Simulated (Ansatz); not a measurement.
```
Mo S
1.0
     3.18855    0.00000    0.00000
     0.00000    5.35950    0.00000
     0.00000    0.00000   12.57882
Mo S
4 8
Direct
  0.00000 0.33333 0.25000
  0.50000 0.83333 0.25000
  0.50000 0.16667 0.75000
  0.00000 0.66667 0.75000
  0.00000 0.33333 0.62605
  0.50000 0.83333 0.62605
  0.50000 0.16667 0.12605
  0.00000 0.66667 0.12605
  0.00000 0.33333 0.87395
  0.50000 0.83333 0.87395
  0.50000 0.16667 0.37395
  0.00000 0.66667 0.37395
```

Space group Cmcm; changed on purpose from its base cell (strain +0.0150 x Voigt [1, -1, 0, 0, 0, 0], atoms carried along); computed without spin polarisation.

Theory: DFT PBEsol, scalar-relativistic, plane waves, PAW (Ansatz 0.2.0).

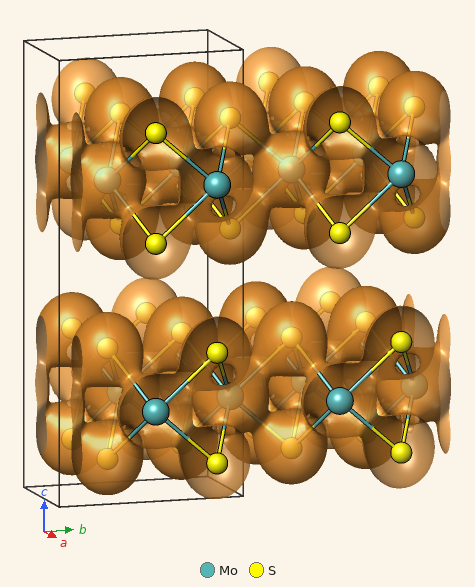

MoS2. Isosurface of the valence charge density (pseudo) at 0.5 e/Å³ (orange), seen slightly off an axis. Sticks mark near contacts.

The density is the valence pseudo-density of a PAW calculation; it isn't the true density close to the nuclei.

### How is the density connected at this value?

At this value the density is joined into sheets; it holds about 70 % of the electrons treated as valence (semicore included). It bridges the shortest Mo–S (2.37 Å) contacts, where the density stays above the isovalue. On the grid the lowest density along these lines, outside the cores, is 0.65 e/Å³ (Mo–S, 2.37 Å).
